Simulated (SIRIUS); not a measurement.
**Energy of Cl along an even scaling of the cell**

System: Cl (4 atoms in the cell).
Method: Kohn-Sham DFT of a periodic cell, PBEsol, dojo-sr-pbesol-0.4.1-standard, no spin polarisation (SIRIUS 7.12.0).

The 7 runs differ only in the geometry, by an even scaling of the cell at fixed fractional positions. The structure derives from an entry of the Crystallography Open Database.

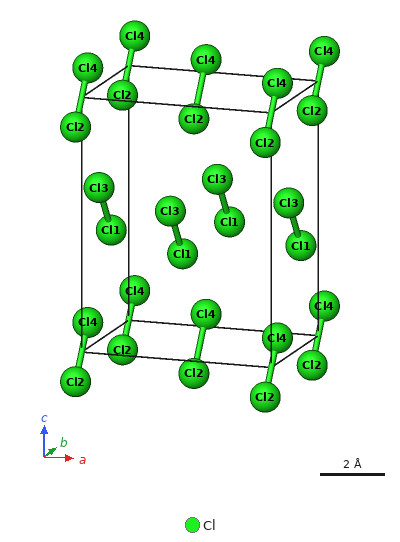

Figure 1. The structure of run 4 (ball-and-stick view of the cell 2 times as large as that of the calculation, set on its symmetry axes, seen slightly off an axis; atoms are numbered from 1 in the order of the input). An atom can appear more than once, as a periodic image.

**Input of run 4**
```
{
  "control": {
    "processing_unit": "cpu",
    "verbosity": 2,
    "num_bands_to_print": 22,
    "print_forces": true,
    "print_stress": true
  },
  "parameters": {
    "electronic_structure_method": "pseudopotential",
    "xc_functionals": ["XC_GGA_X_PBE_SOL", "XC_GGA_C_PBE_SOL"],
    "gk_cutoff": 7.7,
    "pw_cutoff": 15.4,
    "ngridk": [7, 7, 4],
    "shiftk": [0, 0, 0],
    "smearing": "fermi_dirac",
    "smearing_width": 0.0018374661,
    "num_bands": 22,
    "num_mag_dims": 0,
    "num_dft_iter": 100,
    "energy_tol": 1e-08,
    "density_tol": 1e-06
  },
  "iterative_solver": {
    "type": "davidson",
    "min_tolerance": 1e-10
  },
  "mixer": {
    "type": "anderson",
    "beta": 0.7,
    "max_history": 8
  },
  "settings": {
    "tol_ne": 1e-10,
    "pseudo_grid_cutoff": 6.5
  },
  "unit_cell": {
    "lattice_vectors": [
      [5.943188661948, -4.251883780408, 0.0],
      [5.943188661948, 4.251883780408, 0.0],
      [0.0, 0.0, 15.514651483178]
    ],
    "atom_coordinate_units": "lattice",
    "atom_types": ["Cl"],
    "atom_files": {
      "Cl": "Cl.json"
    },
    "atoms": {
      "Cl": [
        [0.37, 0.63, 0.4],
        [0.13, 0.87, 0.9],
        [0.63, 0.37, 0.6],
        [0.87, 0.13, 0.1]
      ]
    }
  }
}
```

Command:
```bash
upf_to_json Cl.upf
OMP_NUM_THREADS=4 sirius.scf --input=sirius.json --output=out.json --task=0
```

Run 6 differs from it as follows:
```diff
-      [5.943188661948, -4.251883780408, 0.0],
-      [5.943188661948, 4.251883780408, 0.0],
-      [0.0, 0.0, 15.514651483178]
+      [6.021397481503, -4.30783603608, 0.0],
+      [6.021397481503, 4.30783603608, 0.0],
+      [0.0, 0.0, 15.718815047243]
```

**Results, with one run withheld**

```tsv
run	volume per atom (Å³)	free energy per atom, from the lowest run given (meV)	pressure (GPa)	gap on the mesh (eV)
1	27.305	1.95	0.86	2.63
2	27.886	0.00	0.19	2.55
3	28.467	0.33	−0.40	2.48
4	29.048	2.69	−0.93	2.41
5	29.629	6.86	−1.40	2.34
6	30.210	?	?	?
7	30.791	19.85	−2.19	2.20
```

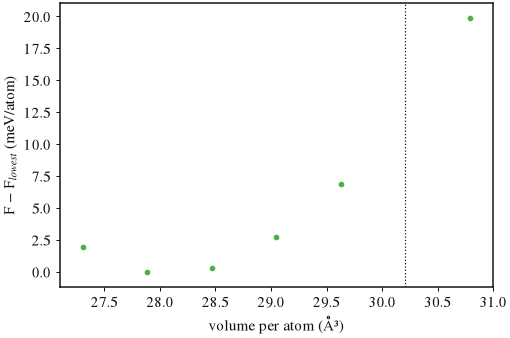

Figure 2. Free energy per atom of the runs given; the dotted line marks run 6.

Fit the runs given and predict run 6.

A cubic polynomial in V^(−2/3) (the Birch–Murnaghan form), fitted to the 6 runs given, misses them by under 0.01 meV per atom. With x = V^(−2/3) − 0.10639 Å⁻², it reads F = 1.5238 − 1793.6 x + 4.8349e+05 x² + 1.4081e+06 x³ (meV per atom). At run 6 it gives 12.64 meV per atom, and the run itself gives 12.64. The slope of the fit gives a pressure −dF/dV of −1.80 GPa there, and the run prints −1.82 GPa. The fit has its minimum at 28.085 Å³ per atom, where V d²F/dV² gives 29.2 GPa. Cell shape and fractional positions are held, so this is the stiffness under even scaling; the relaxed bulk modulus wasn't computed and can be far lower in a crystal of layers, chains or molecules like this one. The gap on the mesh goes, without turning, from 2.63 eV in run 1 to 2.20 eV in run 7; run 6 has 2.27 eV. These are gaps of this functional on this mesh, which can miss the band edges; they aren't the measured gap.

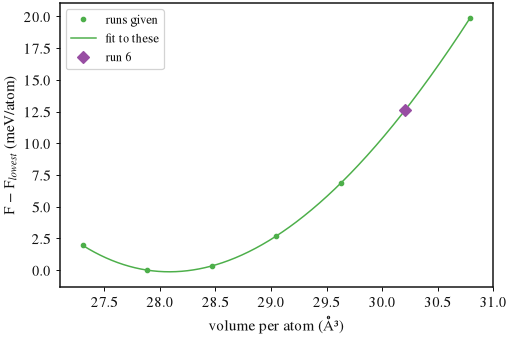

Figure 3. The fit and the withheld run.

**Some lines of the output (run 6)**
```
[...]
[find] Total energy                   :     -65.42800621 (Ha),    -130.85601243 (Ry)
[find] Free energy (E-TS)             :     -65.42800621 (Ha),    -130.85601243 (Ry)
[find] band gap (eV)                  :       2.26852056
[find] Efermi                         :       0.04469080
[find] Total energy                   :     -65.42800622 (Ha),    -130.85601243 (Ry)
[find] Free energy (E-TS)             :     -65.42800622 (Ha),    -130.85601243 (Ry)
[find] band gap (eV)                  :       2.26851453
[find] Efermi                         :       0.04469062
[find] band gap (eV)                  :       2.26851535
[find] Efermi                         :       0.04469058
[find] band gap (eV)                  :       2.26851932
[find] Efermi                         :       0.04469055
[find] band gap (eV)                  :       2.26851620
[find] Efermi                         :       0.04469048
```
